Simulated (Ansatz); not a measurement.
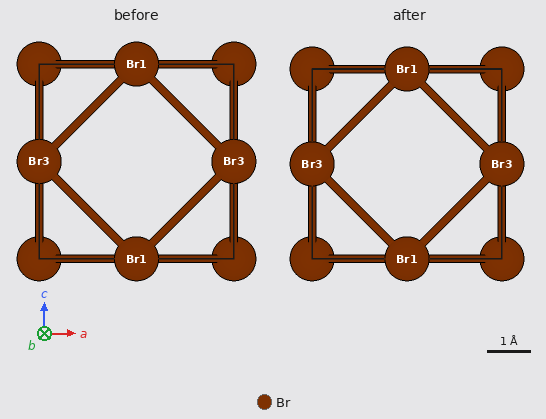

The structure of a crystal of Br (set up in Pm-3m) before (left) and after (right) a relaxation, at one scale.

A ball-and-stick model of the cell of the calculation, seen along the b axis.

Computed with DFT PBE+D3(BJ), scalar-relativistic, plane waves, PAW (Ansatz).

Input
```yaml
crystal:
  lattice:
    - [4.5976403833, 0.0, 0.0]
    - [0.0, 4.5976403833, 0.0]
    - [0.0, 0.0, 4.5976403833]
  atoms:
    - { symbol: Br, position: [0.5, 0.0, 0.0] }
    - { symbol: Br, position: [0.0, 0.5, 0.0] }
    - { symbol: Br, position: [0.0, 0.0, 0.5] }
basis:
  ecutwfc: 420
kpoints:
  mp_grid: { grid: [10, 10, 10] }
hamiltonian:
  xc: pbe
  dispersion: d3bj
scf:
  occupations: { method: gaussian, width: 0.1 }
output:
  forces: true
  stress: true
  eigenvalues: true
relax:
  adjacent_minimum: "off"
  f_tol: 0.005
  max_steps: 80
  cell: { stress_tol: 0.05 }
```

### What changed between the two?

No atom moves by more than 0.005 Å relative to the cell. Cell: a = b = c 4.598 → 4.481 Å (−2.5 %). Volume −7.4 %. Some distances before and after: Br1–Br2 3.251 → 3.169 Å. The space group stays Pm-3m (No. 221). After 3 accepted moves (4 points after the start) the energy has fallen by 44.1 meV per cell of the calculation. All forces vanish by symmetry, so only the cell relaxes. Pressure: −1.81 GPa at the start and 0.01 GPa at the end. The SCF was repeated once at an unchanged geometry on a basis and grid sized afresh for the cell, which shifted the energy by 0.5 meV per cell of the calculation at most.

Limits of the set-up: an odd number of electrons was run without spin polarisation, which fails if the electron would localise.
